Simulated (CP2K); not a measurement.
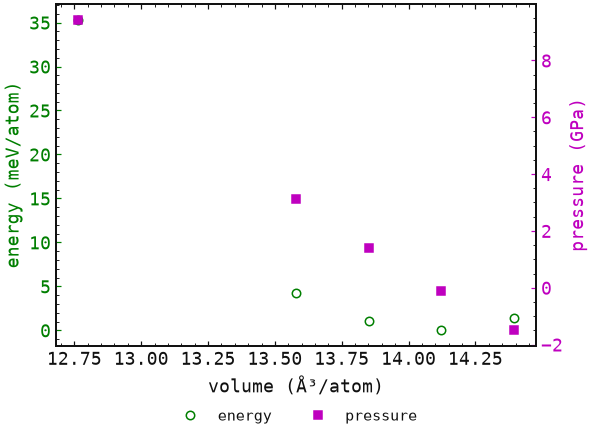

The figure shows the energy and pressure against volume for CaF₂, space group Fm-3m (No. 225).

Cell as given: a = 3.862 Å, b = 3.862 Å, c = 3.862 Å, α = 60.00°, β = 60.00°, γ = 60.00°; 3 atoms.

Method: DFT in Gaussian orbitals with a plane-wave density, no spin polarisation; energies at scaled volumes of the given cell, shape and fractions fixed, counted from the fit's minimum, third-order Birch-Murnaghan fit (CP2K 2026.2). Level: PBE.

- k mesh: 8×8×8
- occupations: Fermi–Dirac
- smearing width: 0.05 eV
- potentials: GTH PBE with UZH TZVP basis
- density cutoff: 10200 eV
- program settings: ngrids 5, basis sets Ca TZVP-MOLOPT-PBE-GTH-q10, basis sets F TZVP-MOLOPT-PBE-GTH-q7, cutoff ry 750 Ry, rel cutoff ry 60 Ry

The points at volume 13.04 Å³/atom and 13.31 Å³/atom are left out of the plot. What values does the calculation give there?

```csv
volume (Å³/atom),energy (meV/atom),pressure (GPa)
13.04,21.35,7.11
13.31,11.10,5.02
```
